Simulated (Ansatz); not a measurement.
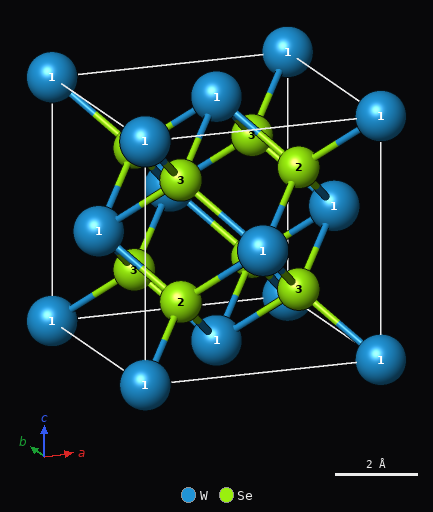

Starting structure of solid WSe2 (built on the fluorite type). Style: ball-and-stick. Shown: the conventional cell (4 times the calculation's cell), slightly off an axis. Lengths and directions refer to the drawn axes.

Computed with DFT, r2SCAN, plane waves, PAW in Ansatz 0.2.0.

Input file:
```yaml
crystal:
  lattice:
    - [0.0, 3.1058615553, 3.1058615553]
    - [3.1058615553, 0.0, 3.1058615553]
    - [3.1058615553, 3.1058615553, 0.0]
  atoms:
    - { symbol: W, position: [0.0, 0.0, 0.0] }
    - { symbol: Se, position: [0.25, 0.25, 0.25] }
    - { symbol: Se, position: [0.75, 0.75, 0.75] }
kpoints:
  mp_grid: { grid: [6, 6, 6] }
hamiltonian:
  xc: r2scan
scf:
  occupations: { method: fermi_dirac, width: 0.02 }
relax:
  f_tol: 0.005
  cell: {}
```

Question: What does the optimiser find from here?

Answer: The energy falls by 1.4 meV per atom in 2 accepted moves (5 points after the start). All forces vanish by symmetry, so only the cell relaxes. Pressure: −1.67 GPa at the start and 0.00 GPa at the end. The line search rejected the trial step at point 1 of the run. The SCF was repeated twice at an unchanged geometry on a basis and grid sized afresh for the cell, which shifted the energy by less than 0.05 meV per atom at most. No atom moves by more than 0.005 Å relative to the cell. Cell: a = b = c 6.212 → 6.185 Å (−0.4 %). Volume −1.3 %. Among the contacts that change: W1–Se2 2.690 → 2.678 Å. The space group stays Fm-3m (No. 225).

Step by step:

```json
{"step": "0", "E − E(0), meV/atom": "0.00", "pressure, GPa": "-1.67", "volume, Å³/atom": "19.974", "note": ""}
{"step": "1", "E − E(0), meV/atom": "0.83", "pressure, GPa": "2.30", "volume, Å³/atom": "19.391", "note": "rejected"}
{"step": "2", "E − E(0), meV/atom": "-1.40", "pressure, GPa": "-0.05", "volume, Å³/atom": "19.724", "note": ""}
{"step": "3", "E − E(0), meV/atom": "-1.36", "pressure, GPa": "-0.05", "volume, Å³/atom": "19.724", "note": "same geometry, new basis"}
{"step": "4", "E − E(0), meV/atom": "-1.36", "pressure, GPa": "0.00", "volume, Å³/atom": "19.717", "note": ""}
{"step": "5", "E − E(0), meV/atom": "-1.35", "pressure, GPa": "0.00", "volume, Å³/atom": "19.717", "note": "same geometry, new basis"}
```

Final geometry:

```xyz
3
Lattice="0.0000 3.0925 3.0925 3.0925 0.0000 3.0925 3.0925 3.0925 0.0000" Properties=species:S:1:pos:R:3 pbc="T T T"
W     0.0000    3.0925    3.0925
Se    1.5462    1.5462    1.5462
Se    4.6387    4.6387    4.6387
```
